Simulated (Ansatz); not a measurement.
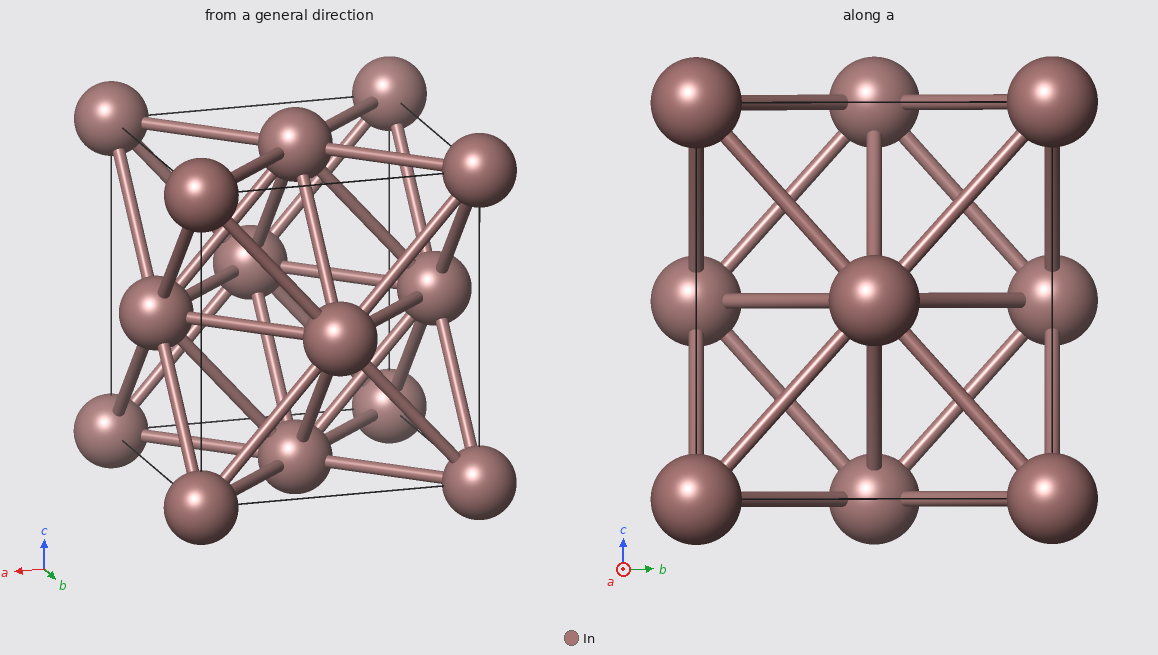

Ball-and-stick drawing of the structure, looking from a general direction and along the a axis. One drawn cell (a repeat of the simulation cell) is framed, with atoms on its boundary repeated.

Lattice: a = 4.608 Å, b = 4.602 Å, c = 5.127 Å, α = 89.85°, β = 90.00°, γ = 90.00°.

Q: Count the atoms in the cell.

A: 4 (indium), counting shared atoms by their share.

Q: What is the undistorted parent?

A: Strictly the space group is Fmmm (No. 69, within 0.01 Å). It is a distorted form of a face-centred cubic structure, space group Fm-3m (No. 225) within 0.45 Å: face-centred cubic (Cu type).

Origin of the cell: the standard structure of this element. It was relaxed at fixed volume with DFT r2SCAN, scalar-relativistic, plane waves, PAW in Ansatz 0.2.0.
